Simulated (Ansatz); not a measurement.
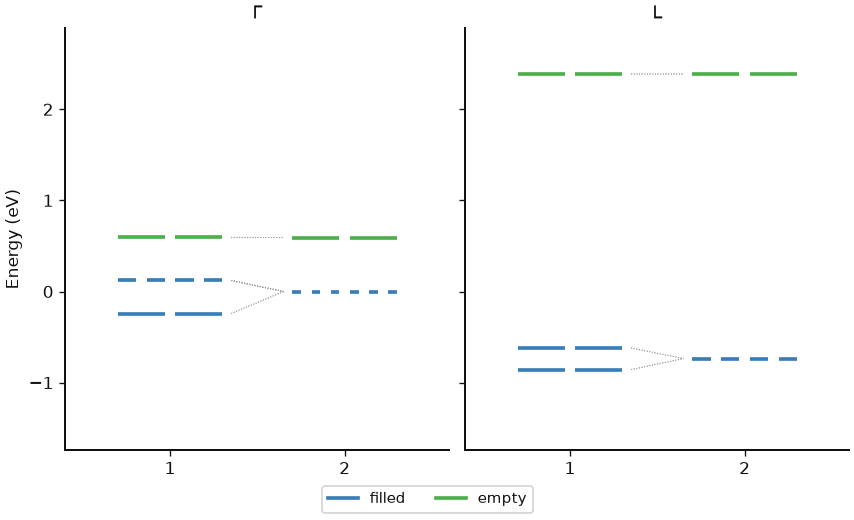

Levels at Γ and L, each bar one state with spin counted. Zero is the valence top without spin-orbit coupling, and the two sets are aligned on the mean of the six top valence states at Γ.

System: zincblende CdSe, space group F-43m, 2 atoms in the primitive cell, volume scaled by a factor 0.98; cubic a = 6.099 Å. Run without spin-orbit coupling: PBE with D3(BJ) dispersion, Ansatz PAW, 8×8×8 k mesh, 420 eV cutoff, Fermi-Dirac smearing of 0.05 eV (Ansatz). Run with it: PBE, Ansatz PAW, 8×8×8 k mesh, 420 eV cutoff, Fermi-Dirac smearing of 0.05 eV (Ansatz 0.2.0). Neither carries moments.

Which column includes spin-orbit coupling?

Answer. Column 1: it splits levels that are degenerate in column 2.

How does spin-orbit coupling split the valence top at Γ?

Answer. The threefold valence top at Γ (six states with spin) splits into a fourfold level on top and a twofold one 0.36 eV below it, the split-off level.

What happens to the direct gaps?

Answer. The vertical gap goes from 0.59 to 0.47 eV at Γ and from 3.12 to 3.01 eV at L. A third of the splitting is 0.12 eV, which accounts for the change at Γ: the fourfold level rises by about that much.

And the smallest gap over all k points computed?

Answer. It narrows from 0.59 eV (valence top at Γ, conduction bottom at Γ) to 0.47 eV.

LDA, GGA and most meta-GGA functionals understate gaps. The usual form of CdSe is wurtzite, though both occur.
